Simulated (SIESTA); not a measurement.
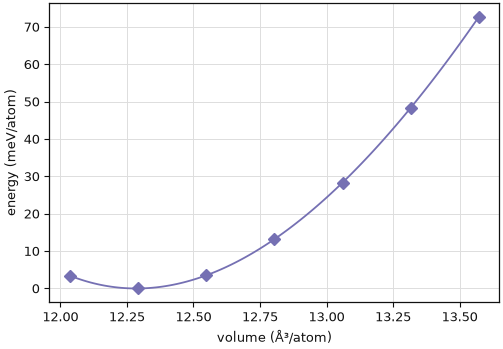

The plot gives the computed energy against volume for CoSi₂, space group Fm-3m (No. 225).

Starting cell:
```cif
data_structure
_symmetry_space_group_name_H-M 'P 1'
_symmetry_Int_Tables_number 1
_cell_length_a 3.7873
_cell_length_b 3.7873
_cell_length_c 3.7873
_cell_angle_alpha 60.000
_cell_angle_beta 60.000
_cell_angle_gamma 60.000
_cell_volume 38.41
loop_
_atom_site_label
_atom_site_type_symbol
_atom_site_fract_x
_atom_site_fract_y
_atom_site_fract_z
_atom_site_occupancy
Co1 Co 0.00000 0.00000 0.00000 1
Si1 Si 0.75000 0.75000 0.75000 1
Si2 Si 0.25000 0.25000 0.25000 1
```

How it was computed, with SIESTA 5.4.2: DFT in numerical atomic orbitals with pseudopotentials, collinear spins; energies at scaled volumes of the given cell, shape and fractions fixed, counted from the fit's minimum, third-order Birch-Murnaghan fit. Level: LDA, collinear spin.

k mesh 7×7×7; occupations Fermi–Dirac; smearing width 0.05 eV; potentials PseudoDojo 0.4 standard, converted to PSML, two zetas on semicore shells; program settings basis DZP, mesh cutoff 800 Ry.

This calculation gives: equilibrium volume 12.29 Å³/atom and bulk modulus 208 GPa.

Now the level changes from LDA to PBEsol. The second calculation uses k mesh 9×9×9. Predict the effect.

The equilibrium volume rises from 12.29 to 12.58 Å³/atom (+2.4 %) and the bulk modulus falls from 208 to 199 GPa (−4.3 %).

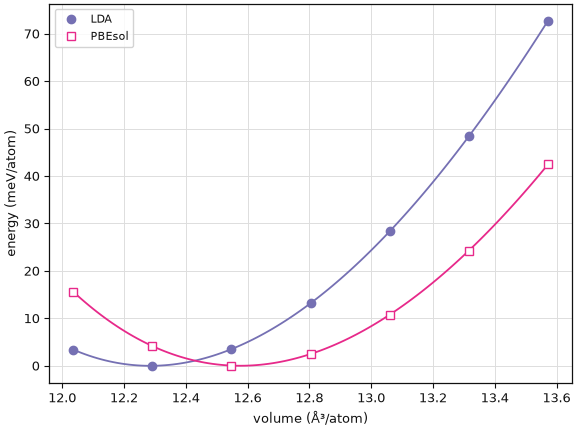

The two results together.

For both, limits of the calculation: mulliken charges of long orbitals; short basis over semicore shells.

V0 and the bulk modulus come from third-order Birch–Murnaghan fits.
